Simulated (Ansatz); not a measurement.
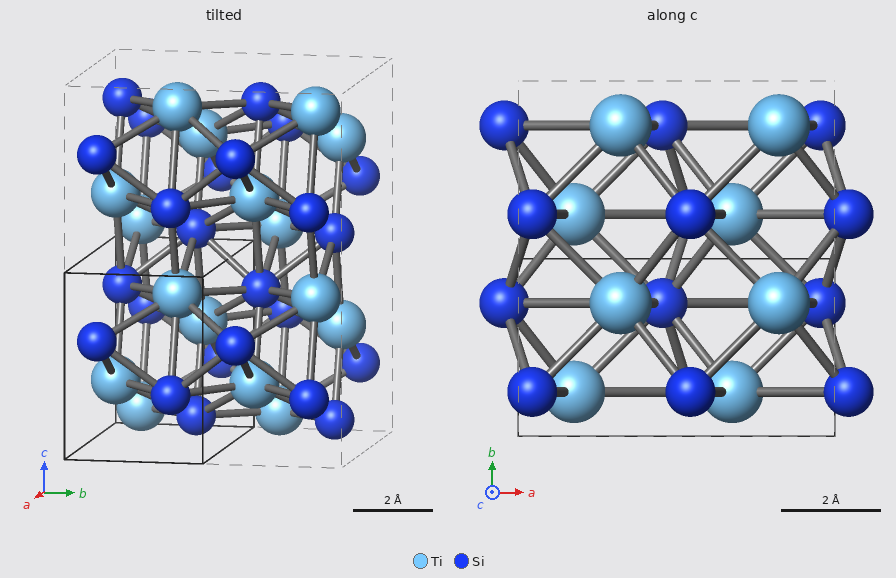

Drawn in the ball-and-stick manner and seen slightly off an axis and along the c axis. A 1×2×2 array of cells is drawn; the conventional unit cell has the solid edges.

Notes on the structure:

The solid is TiSi. The structure has Pnma (No. 62) symmetry and a primitive orthorhombic lattice. Atoms per cell: 8 (4 Ti, 4 Si). Each Ti atom is coordinated by seven Si at about 2.5 to 2.7 Å. The Si atoms are each bonded to seven Ti and two Si (about 2.5 to 2.7 Å to Ti, 2.4 Å to Si). Not all metal-metal contacts are counted. The bonds build a three-dimensional framework.

The structure was taken from a structure listed in the Materials Project. The cell was then strained or its atoms displaced on purpose. A calculation with Ansatz used it as input.

At this level of theory the run's own cell isn't at rest (compressed, at 4 GPa), so its distances can differ from those at equilibrium, the more so the softer the solid.
